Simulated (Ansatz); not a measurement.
## Geometry relaxation, with input and output: Cu (part 1 of 2)

The run: geometry relaxation of Cu (defect cell, 15 atoms in the cell). Method and program: DFT PBE, scalar-relativistic, plane waves, PAW, no spin polarisation (Ansatz 0.2.0).

The structure derives from a Materials Project entry. It belongs to a series of runs on one base structure; here: Cu vacancy (site a), charge +0, atoms relaxed at the host's cell. Figures and captions count atoms from 1; the log counts them from 0 in places.

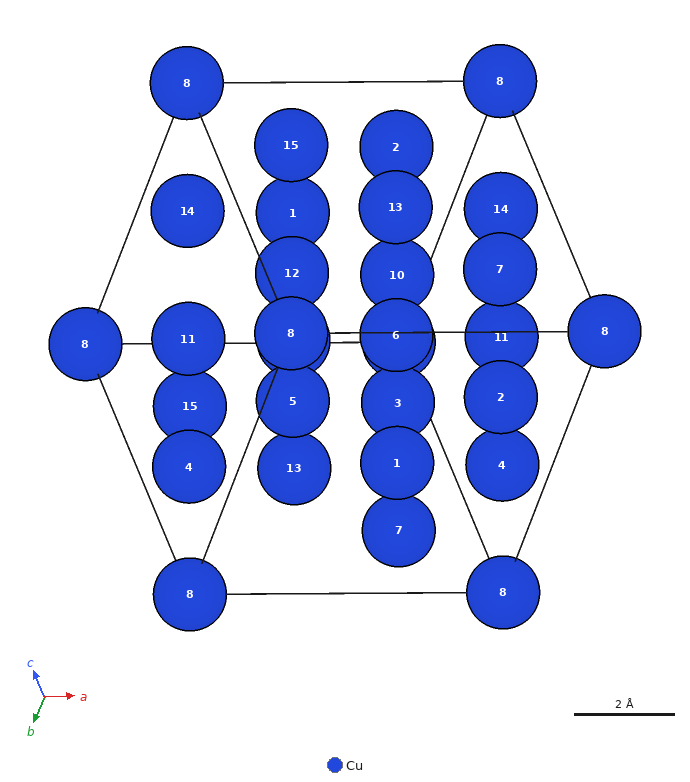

**Figure 1.** The structure as given in the input (spheres-only view of the cell of the calculation, seen at an oblique angle; atoms are numbered from 1 in the order of the input).

**Input**
```yaml
crystal:
  lattice:
    - [3.6298028101, 3.6298028101, -3.6298028101]
    - [-3.6298028101, -3.6298028101, -3.6298028101]
    - [-3.6298028101, 3.6298028101, 3.6298028101]
  atoms:
    - { symbol: Cu, position: [0.5, 0.5, 0.0] }
    - { symbol: Cu, position: [0.75, 0.25, 0.0] }
    - { symbol: Cu, position: [0.75, 0.75, 0.5] }
    - { symbol: Cu, position: [0.0, 0.75, 0.25] }
    - { symbol: Cu, position: [0.25, 0.5, 0.25] }
    - { symbol: Cu, position: [0.5, 0.25, 0.25] }
    - { symbol: Cu, position: [0.75, 0.0, 0.25] }
    - { symbol: Cu, position: [0.0, 0.0, 0.0] }
    - { symbol: Cu, position: [0.5, 0.75, 0.75] }
    - { symbol: Cu, position: [0.75, 0.5, 0.75] }
    - { symbol: Cu, position: [0.0, 0.5, 0.5] }
    - { symbol: Cu, position: [0.25, 0.25, 0.5] }
    - { symbol: Cu, position: [0.5, 0.0, 0.5] }
    - { symbol: Cu, position: [0.0, 0.25, 0.75] }
    - { symbol: Cu, position: [0.25, 0.0, 0.75] }
basis:
  ecutwfc: 420
  xc_grid: 2
kpoints:
  mp_grid: { grid: [5, 5, 5], shift: [0.0, 0.0, 0.0] }
hamiltonian:
  xc: pbe
scf:
  occupations: { method: gaussian, width: 0.1 }
output:
  forces: true
  stress: false
  eigenvalues: true
  write_density: true
  write_potential: true
  elf: true
  volumetric_format: npy
relax:
  adjacent_minimum: "off"
  f_tol: 0.025
  max_steps: 45
```

Launched with:
```bash
ansatz run input.yaml --threads 4 --pin off --max-ram 8192MiB --backend cpu --events-out ev --progress --plain --runs-dir out
```

**The program's output**
```
Engine: ansatz 0.2.0, x86_64-unknown-linux-gnu
Pseudopotentials: kind: paw
Pseudopotential: Cu, paw, valence charge 19, recommended cutoff 420 eV (normal), Cu.paw.azcp
Functional definition: PBE
  parameter kappa = 0.804
  parameter beta = 0.06672455060314922
  exchange = pbe_x(kappa = kappa, mu = beta*pi^2/3)
  correlation = pbe_c(beta = beta)
Crystal: 15 atoms, lattice volume = 191.297 Å³
Basis set: ecut = 420 eV, 3781 PW (Γ), exchange–correlation on 90×90×90 points (8 copies of the dense FFT grid, shifted against one another)
Bands: 171, of which v1, the nominal top of the filled ones, is band 143 counted from 1 (142 counted from 0)
Symmetry: 48 space group operations
Space group: Im-3m (ITA 229), of the structure as read, at distance tolerance 5.8e-5 Å
k-points: 10 of 125
Non-local potential: Cu, projectors of the file, l = 0: 3, l = 1: 2, l = 2: 3, l = 3: 1
PAW form: soft (Blöchl's): semilocal exchange-correlation on the pseudo side does not see the compensation charge
PAW one-centre angular grid: Cu, 590 points (default); XC on 64 Gauss nodes
Initial density: superposition of atomic densities (neutral atoms: chi_scale 0, normalization atom), corrected by the library's trained network
Initial wavefunctions: pseudopotential atomic-orbital guess
Functional: x = pbe(κ = 0.804, μ = 0.2195149727645171), c = pbe(β = 0.06672455060314922)
SCF iter   1: F=—  HF=-99376.474493 eV  |F-HF|=—  |Δ(HF+E_count)|=         —  Δρ=1.19e-3  dr2=3.61e-3  ethr=1.77e-3  ⟨swp⟩=4.9  Hψ=5572  notcnv=0  defer=98
preconditioner: auto → LDOS  [metal: Δε(μ)=0.023 eV  Ē_g=9.617 eV  σ=0.100 eV  W_gap=0.13  n_scr=78 (ndim 8)  ℏωp=34.5 eV  f_vac=0.029  D(μ)=5.57/eV (n_scr^D=42)  β→1.0]
SCF iter   2: F=—  HF=-99376.476011 eV  |F-HF|=—  |Δ(HF+E_count)|=   1.52e-3  Δρ=1.30e-3  dr2=3.83e-3  ethr=1.27e-6  ⟨swp⟩=2.4  Hψ=3517  notcnv=0  defer=120
SCF iter   3: F=—  HF=-99376.475589 eV  |F-HF|=—  |Δ(HF+E_count)|=   4.23e-4  Δρ=1.47e-3  dr2=2.23e-3  ethr=1.27e-6  ⟨swp⟩=2.3  Hψ=2623  notcnv=0  defer=120
SCF iter   4: F=—  HF=-99376.475053 eV  |F-HF|=—  |Δ(HF+E_count)|=   5.36e-4  Δρ=1.57e-4  dr2=5.29e-5  ethr=7.82e-7  ⟨swp⟩=2.0  Hψ=2266  notcnv=0  defer=120
iter 5 did not close the SCF: its close was put off for the readings that it lacked (scf_convergence_deferred on its scf_iter line)
SCF iter   5: F=-99376.475037 eV  HF=-99376.475045 eV  |F-HF|=8.33e-6  |Δ(HF+E_count)|=   7.89e-6  Δρ=8.11e-5  dr2=7.48e-6  ethr=1.86e-8  ⟨swp⟩=2.1  Hψ=2390  notcnv=0  defer=120
SCF iter   6: F=-99376.475040 eV  HF=-99376.475045 eV  |F-HF|=4.92e-6  |Δ(HF+E_count)|=   3.59e-7  Δρ=5.97e-5  dr2=4.74e-6  ethr=2.62e-9  ⟨swp⟩=12.7  Hψ=14867  notcnv=0
SCF 1 converged in 6 iterations: F = -99376.475040 eV  dr2 = 4.74e-6
  greatest PAW one-centre occupation: 1.000 electrons in one spin orbital (limit 2), on the Cu atom at site 9 (counted from 0), in its partial waves of l = 0
relax step   1: F+E_penalty+E_count = -99376.47503985 eV  Δ(F+E_penalty+E_count) = +0.000e0 eV  max|allowed force component| = 1.166e-1 eV/Å  Δτ_max = 0.0000 Å  (6 SCF iters, dr2 threshold 1.56e-5 eV, accepted)
Initial density: handed on by an earlier stage of this run
Initial wavefunctions: those handed on with the density
iter 1 solved again at ethr=3.83e-7 eV; its pass at ethr=3.10e-3 eV (dr2=1.09e-3 eV) is discarded
SCF iter   1: F=—  HF=-99376.486759 eV  |F-HF|=—  |Δ(HF+E_count)|=         —  Δρ=1.27e-3  dr2=1.10e-3  ethr=3.83e-7  ⟨swp⟩=2.5  Hψ=4961  notcnv=0  defer=202
preconditioner: auto → LDOS  [metal: Δε(μ)=0.022 eV  Ē_g=9.618 eV  σ=0.100 eV  W_gap=0.12  n_scr=78 (ndim 8)  ℏωp=34.5 eV  f_vac=0.028  D(μ)=5.45/eV (n_scr^D=42)  β→1.0]
SCF iter   2: F=—  HF=-99376.486289 eV  |F-HF|=—  |Δ(HF+E_count)|=   4.71e-4  Δρ=4.13e-4  dr2=2.63e-4  ethr=3.83e-7  ⟨swp⟩=2.0  Hψ=2789  notcnv=0  defer=202
SCF iter   3: F=—  HF=-99376.486423 eV  |F-HF|=—  |Δ(HF+E_count)|=   1.34e-4  Δρ=6.62e-4  dr2=5.31e-4  ethr=9.23e-8  ⟨swp⟩=2.0  Hψ=2943  notcnv=0  defer=202
SCF iter   4: F=—  HF=-99376.486331 eV  |F-HF|=—  |Δ(HF+E_count)|=   9.14e-5  Δρ=1.95e-4  dr2=4.71e-5  ethr=9.23e-8  ⟨swp⟩=2.0  Hψ=2930  notcnv=0  defer=202
SCF iter   5: F=-99376.486319 eV  HF=-99376.486319 eV  |F-HF|=6.91e-7  |Δ(HF+E_count)|=   1.21e-5  Δρ=2.73e-5  dr2=7.93e-7  ethr=2.98e-10  ⟨swp⟩=12.7  Hψ=14061  notcnv=0
SCF 2 converged in 5 iterations: F = -99376.486319 eV  dr2 = 7.93e-7
  greatest PAW one-centre occupation: 1.000 electrons in one spin orbital (limit 2), on the Cu atom at site 14 (counted from 0), in its partial waves of l = 0
relax step   2: F+E_penalty+E_count = -99376.48631871 eV  Δ(F+E_penalty+E_count) = -1.128e-2 eV  max|allowed force component| = 7.805e-2 eV/Å  Δτ_max = 0.0068 Å  (5 SCF iters, dr2 threshold 8.50e-7 eV, accepted)
SCF iter   1: F=—  HF=-99376.497410 eV  |F-HF|=—  |Δ(HF+E_count)|=         —  Δρ=2.58e-3  dr2=4.55e-3  ethr=1.59e-5  ⟨swp⟩=3.3  Hψ=3072  notcnv=0  defer=202
preconditioner: auto → LDOS  [metal: Δε(μ)=0.021 eV  Ē_g=9.620 eV  σ=0.100 eV  W_gap=0.12  n_scr=78 (ndim 8)  ℏωp=34.5 eV  f_vac=0.026  D(μ)=5.26/eV (n_scr^D=42)  β→1.0]
SCF iter   2: F=—  HF=-99376.495517 eV  |F-HF|=—  |Δ(HF+E_count)|=   1.89e-3  Δρ=8.65e-4  dr2=1.09e-3  ethr=1.60e-6  ⟨swp⟩=2.1  Hψ=3244  notcnv=0  defer=202
SCF iter   3: F=—  HF=-99376.495816 eV  |F-HF|=—  |Δ(HF+E_count)|=   2.99e-4  Δρ=1.53e-3  dr2=2.66e-3  ethr=3.81e-7  ⟨swp⟩=2.0  Hψ=2943  notcnv=0  defer=202  recentre
SCF iter   4: F=—  HF=-99376.495279 eV  |F-HF|=—  |Δ(HF+E_count)|=   5.37e-4  Δρ=4.71e-4  dr2=2.32e-4  ethr=3.81e-7  ⟨swp⟩=2.0  Hψ=2940  notcnv=0  defer=202
SCF iter   5: F=—  HF=-99376.495196 eV  |F-HF|=—  |Δ(HF+E_count)|=   8.28e-5  Δρ=7.64e-5  dr2=6.03e-6  ethr=8.15e-8  ⟨swp⟩=2.0  Hψ=2268  notcnv=0  defer=202
SCF iter   6: F=—  HF=-99376.495476 eV  |F-HF|=—  |Δ(HF+E_count)|=   2.80e-4  Δρ=1.75e-5  dr2=3.59e-7  ethr=2.12e-9  ⟨swp⟩=2.0  Hψ=2308  notcnv=0  defer=202
SCF iter   7: F=-99376.495476 eV  HF=-99376.495476 eV  |F-HF|=9.02e-8  |Δ(HF+E_count)|=   9.74e-9  Δρ=8.66e-6  dr2=9.08e-8  ethr=3.51e-11  ⟨swp⟩=13.4  Hψ=12906  notcnv=0
SCF 3 converged in 7 iterations: F = -99376.495476 eV  dr2 = 9.08e-8
  greatest PAW one-centre occupation: 1.000 electrons in one spin orbital (limit 2), on the Cu atom at site 13 (counted from 0), in its partial waves of l = 0
relax step   3: F+E_penalty+E_count = -99376.49547640 eV  Δ(F+E_penalty+E_count) = -9.158e-3 eV  max|allowed force component| = 2.291e-4 eV/Å  Δτ_max = 0.0139 Å  (7 SCF iters, accepted)
```

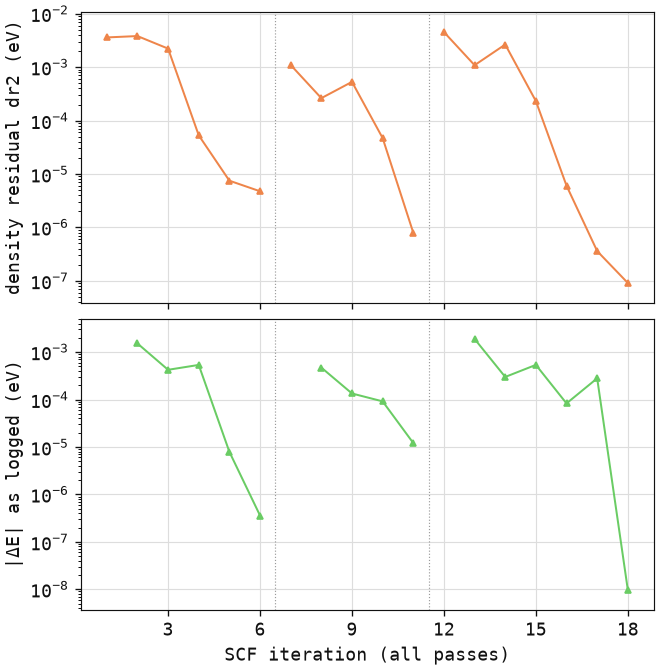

**Figure 2.** Convergence of the self-consistent field: density residual dr2 and size of the energy change against the SCF iteration. The dotted lines part the SCF passes of the relaxation: geometry steps, rejected trials and re-solves on a re-selected basis. The passes take 6, 5 and 7 iterations.

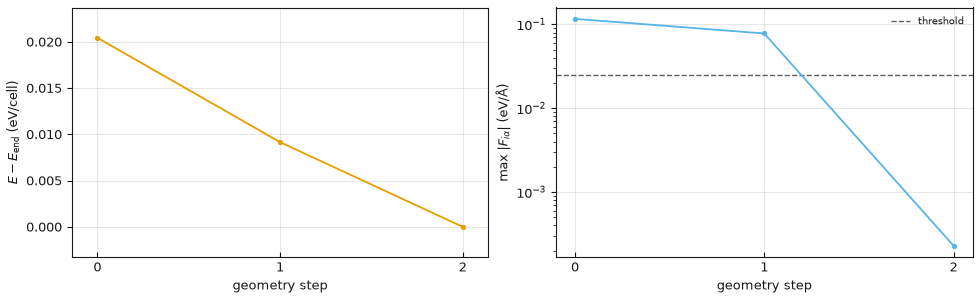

**Figure 3.** Progress of the relaxation, step by step (the first geometry is step 0 here and step 1 in the log).

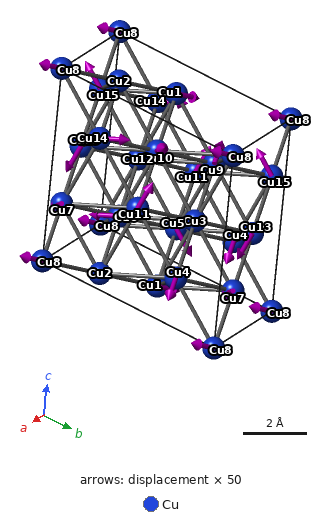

**Figure 4.** The starting structure with the displacements as pink arrows, magnified 50 times (ball-and-stick view of the cell of the calculation, seen slightly off an axis). The largest moves, 0.021 Å, are those of 12 atoms (Cu1, Cu4, Cu5, Cu6 and others). The lattice vectors keep their values. Distances before and after: Cu10–Cu11 2.567 → 2.546 Å, Cu10–Cu12 2.567 → 2.587 Å. After 2 geometry steps the energy has fallen by 20.4 meV per cell of the calculation. The largest force component goes from 0.12 to 0.00023 eV/Å. (Atoms are counted from 1 in the order of the input.)

```
SCF converged after 7 iterations
Free energy (F): -99376.495476 eV
Harris-Foulkes:  -99376.495476 eV  (|F-HF|=9.02e-8)
Internal energy: -99376.469180 eV  (E = F + TS)
E sigma→0 (E₀):  -99376.482328 eV
Entropy (-TS):   -0.026296 eV (-1.753 meV/atom)
Fermi energy:    15.143019 eV
--- Per-component energies (eV) ---
  E_band       = -5810.688667
  E_kinetic    = 4492.683619
  E_local      = -64464.258576  (includes V_loc(G=0)·N_el)
  E_nonlocal   = 5854.743292
  E_hartree    = 28412.180133
  E_xc         = -1337.614767
  E_vxc        = -1725.703283  (∫ρ·V_xc dr)
  E_paw        = -24951.077669  (= ΣΔE_a)
  E_vpaw       = -6792.492432  (= ΣTr[D̂ρ^β])
  E_aug_tail   = 0.003730  (compensation charges beyond the density's cutoff)
  E_ewald      = -47383.128941
  E_smearing   = -0.026296  (= −TS)
  E_closure    = -0.000000  (closes the sum)
  Σ components = -99376.495476   (vs F -99376.495476, Δ=0.00e0)
--- Forces (eV/Å), atoms counted from 1 ---
  atom   1  Cu     0.00022910     0.00022910    -0.00000000
  atom   2  Cu    -0.00000000     0.00000000     0.00000000
  atom   3  Cu    -0.00000000    -0.00000000    -0.00000000
  atom   4  Cu    -0.00022910     0.00000000     0.00022910
  atom   5  Cu     0.00000000     0.00022910     0.00022910
  atom   6  Cu    -0.00022910     0.00000000    -0.00022910
  atom   7  Cu     0.00000000     0.00022910    -0.00022910
  atom   8  Cu    -0.00022910    -0.00022910    -0.00000000
  atom   9  Cu     0.00022910    -0.00000000    -0.00022910
  atom  10  Cu    -0.00000000    -0.00022910     0.00022910
  atom  11  Cu     0.00022910    -0.00022910     0.00000000
  atom  12  Cu    -0.00000000     0.00000000     0.00000000
  atom  13  Cu    -0.00022910     0.00022910     0.00000000
  atom  14  Cu     0.00022910    -0.00000000     0.00022910
  atom  15  Cu    -0.00000000    -0.00022910    -0.00022910
  max |Σ_I F_I| component: 4.15e-18 eV/Å
--- Band table (eV; the first three rows and the last of 10) ---
  k-point 0: bands = ["-97.3009", "-97.2952", "-97.2952", "-97.2883", "-97.2859", "-97.2859", "-97.2859", "-97.2854", "-97.2854", "-97.2854", "-97.2849", "-97.2849", "-97.2849", "-97.2810", "-97.2810", "-54.7193", "-54.7193", "-54.7193", "-54.7040", "-54.7040", "-54.7040", "-54.6925", "-54.6925", "-54.6871", "-54.6871", "-54.6871", "-54.6849", "-54.6849", "-54.6849", "-54.6798", "-54.6716", "-54.6716", "-54.6697", "-54.6697", "-54.6697", "-54.6619", "-54.6619", "-54.6619", "-54.6603", "-54.6495",
      "-54.6495", "-54.6495", "-54.6455", "-54.6455", "-54.6455", "-54.6436", "-54.6436", "-54.6436", "-54.6408", "-54.6300", "-54.6300", "-54.6300", "-54.6173", "-54.6173", "-54.6173", "-54.6144", "-54.6144", "-54.6144", "-54.6077", "-54.6077", "6.2250", "10.4311", "10.5631", "10.5631", "10.5958", "10.5958", "10.5958", "10.6759", "10.6759", "10.6759", "10.7273", "10.7273", "10.9254", "10.9254", "10.9254", "11.0649", "11.0649", "11.0649", "11.7716", "11.7716",
      "11.7945", "11.7945", "11.7945", "11.8166", "11.8582", "11.8582", "11.8582", "11.9123", "11.9248", "11.9248", "11.9248", "11.9656", "12.0191", "12.0191", "12.0191", "12.1210", "12.1210", "12.1210", "12.1597", "12.1597", "12.1597", "12.3102", "12.3102", "12.6388", "12.6388", "12.6388", "12.7603", "12.7603", "12.7603", "12.7718", "12.7906", "12.7906", "12.7906", "12.8024", "12.8024", "12.8024", "13.0469", "13.0469", "13.0685", "13.0685",
      "13.0910", "13.0910", "13.0910", "13.1417", "13.1417", "13.1417", "13.1432", "13.5223", "13.5223", "13.6253", "13.6253", "13.6253", "13.6555", "13.7997", "13.7997", "13.7997", "14.7372", "14.7372", "14.7372", "14.7915", "14.7915", "14.9602", "14.9602", "14.9602", "15.1386", "15.1386", "15.1386", "15.7735", "17.1692", "17.1692", "17.1692", "22.2613", "22.2613", "22.6042", "24.8492", "24.8492", "24.8492", "24.9031", "24.9031", "24.9177",
      "24.9396", "24.9396", "24.9396", "25.4062", "25.4062", "25.4062", "26.0614", "26.0614", "26.0638", "26.0638", "26.0638"]
```
